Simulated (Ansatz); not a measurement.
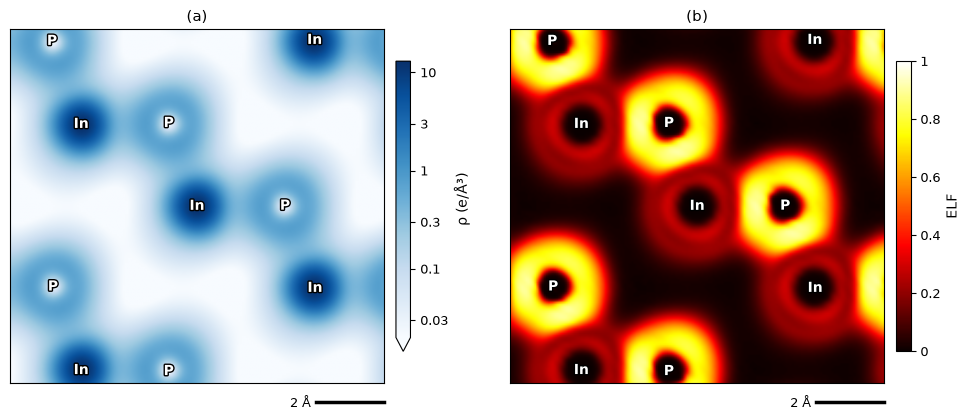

*In15P17 (cell with a defect). (a) valence pseudo-density; (b) electron localisation function on the (100) plane of the calculation cell.*

All numbers below come from DFT PBE, scalar-relativistic, plane waves, PAW (Ansatz 0.2.0).

The density is the valence pseudo-density of a PAW calculation; it isn't the true density close to the nuclei.

Question: What does the map show?

Answer:
- The section cuts through In and P sites.
- In–P (2.59 Å): ρ at the midpoint is about 0.42 e/Å³; the ELF peaks at about 0.90 in the valence shell of P, 0.8 Å from its nucleus, and is about 0.55 at the midpoint.
- Between the atoms the lowest density in this plane is 0.01 e/Å³.

Question: Metal or insulator at this level of theory?

Answer: It is gapped, with a Kohn–Sham gap of 0.61 eV on the k-point mesh (the band edges may lie off the mesh, which would make the gap smaller).
